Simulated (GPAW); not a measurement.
System: PtS₂ (space group P-3m1).

Computed with GPAW 26.7.0: PAW DFT in plane waves, on a grid or in atomic orbitals, no spin polarisation; energies at scaled volumes of the given cell, shape and fractions fixed, counted from the fit's minimum, third-order Birch-Murnaghan fit. All runs: no spin polarisation.

occupations Fermi–Dirac; smearing width 0.05 eV; wave cutoff 600 eV.

Settings that differ: PBEsol: k mesh 9×9×5, potentials PAW-data-sets-made-by gpaw-setup-for-the-functional; LDA: k mesh 7×7×4, potentials GPAW-PAW-data-sets-(gpaw-data-1.2.1).

Predict the energy against volume, with one curve for each functional. The cases: PBEsol; LDA.

The fitted equilibrium volumes, smallest first, are LDA 18.640, PBEsol 19.052 Å³/atom. The fitted bulk moduli, smallest first, are PBEsol 137.7, LDA 146.3 GPa.

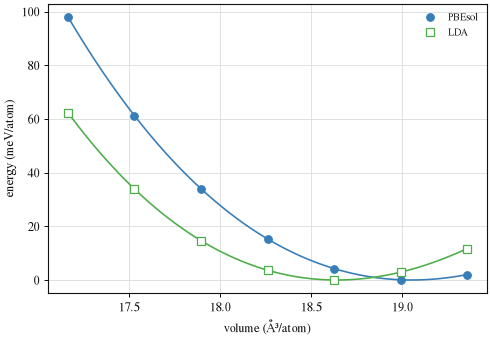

Caveats: spin-orbit coupling left out, heavy elements; shape and atomic fractions are frozen while scaling, which makes layered, chain and framework solids too stiff.
